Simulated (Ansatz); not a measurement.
```
CELL_PARAMETERS angstrom
5.66975 0.00000 0.00000
0.00000 5.66975 0.00000
0.00000 0.00000 5.66975
ATOMIC_POSITIONS crystal
Ir 0.75000 0.25000 0.25000
Ir 0.25000 0.75000 0.25000
Ir 0.25000 0.25000 0.75000
Ir 0.75000 0.75000 0.75000
Ir 0.50000 0.00000 0.00000
Ir 0.00000 0.50000 0.00000
Ir 0.00000 0.00000 0.50000
Ir 0.50000 0.50000 0.50000
```

Space group Fd-3m; set up as Ir, diamond; a generated structure, not necessarily the stable one; changed on purpose from its base cell (volume × 1.08); computed pressure about −13 GPa in this cell; the program warned that a starting moment wasn't kept; spin-polarised, but the moments vanished.

The calculation used Ansatz, DFT, r2SCAN, plane waves (500 eV) with PAW, scalar-relativistic.

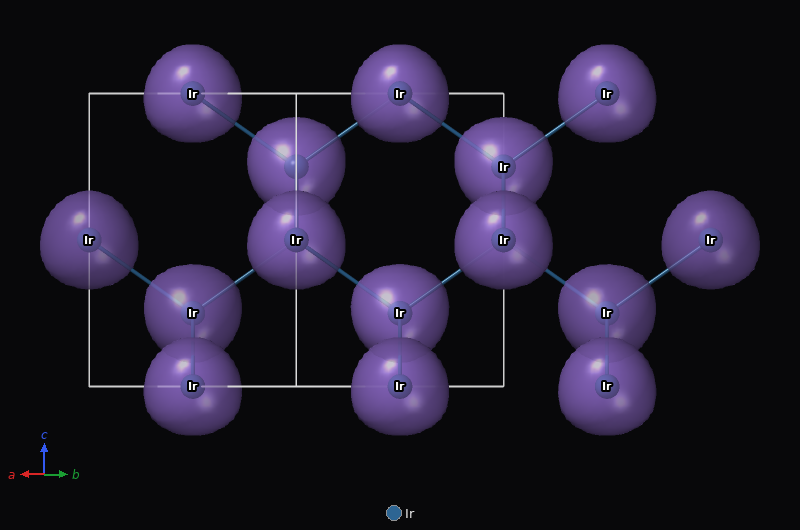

Ir. Isosurface of the valence charge density (pseudo) at 1 e/Å³ (purple), seen along [110]. Sticks mark near contacts.

The density is the valence pseudo-density of a PAW calculation; it isn't the true density close to the nuclei.

**How is the density connected at this value?**

At this value the density breaks into separate islands; it holds about 70 % of the electrons treated as valence (semicore included). It bridges none of the near contacts. It is pinched off along the shortest Ir–Ir (2.46 Å) contacts. On the grid the lowest density along these lines, outside the cores, is 0.75 e/Å³ (Ir–Ir, 2.46 Å).

**Metal or insulator at this level of theory?**

It is metallic or semimetallic at this level of theory: no gap opens.
